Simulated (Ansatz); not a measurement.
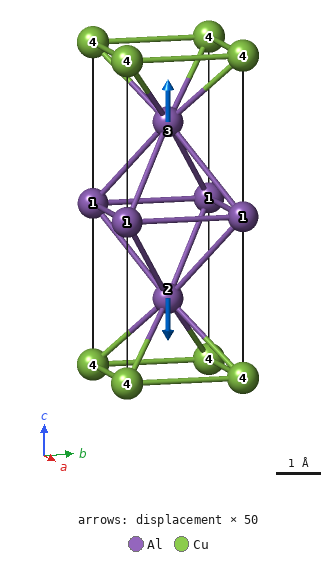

A relaxation of solid Al3Cu (set up in P4/mmm). The starting structure is drawn; blue arrows show the displacements (the part carried along by the change of the cell is left out), 50 times their true length.

Style: ball-and-stick. Shown: the cell of the calculation, slightly off an axis.

Case: relaxed kmesh: [2, 2, 1] Gamma-centred.

Level of theory: Ansatz 0.2.0, DFT r2SCAN, scalar-relativistic, plane waves, PAW. Settings: plane-wave cutoff 500 eV; k-point mesh 2 × 2 × 1; occupations gaussian; smearing width 0.1 eV; no spin polarisation; cell and atoms relaxed; force threshold 0.01 eV/Å; at most 60 steps.

Q: What happened in the run?

A: The largest moves relative to the cell, 0.020 Å, are those of Al2 and Al3. Al2 goes along −c. Cu stays in place. Cell: a = b 2.778 → 3.059 Å (+10.1 %), c 7.513 → 6.251 Å (−16.8 %). Volume +0.9 %. Near-neighbour distances that change, for instance: Al2–Al3 3.398 → 2.787 Å, Al1–Al1 2.778 → 3.059 Å, Cu4–Cu4 2.778 → 3.059 Å, Al1–Al2 2.845 → 2.771 Å. The space group stays P4/mmm (No. 123). The energy falls by 315 meV per atom in 8 accepted moves (9 points after the start). The largest force component goes from 0.56 to 0.00068 eV/Å. Pressure: 3.83 GPa at the start and 0.03 GPa at the end. The SCF was repeated once at an unchanged geometry on a basis and grid sized afresh for the cell, which shifted the energy by 0.3 meV per atom at most.

Limits of the set-up: the k-point mesh is coarse for a cell with partly filled bands.
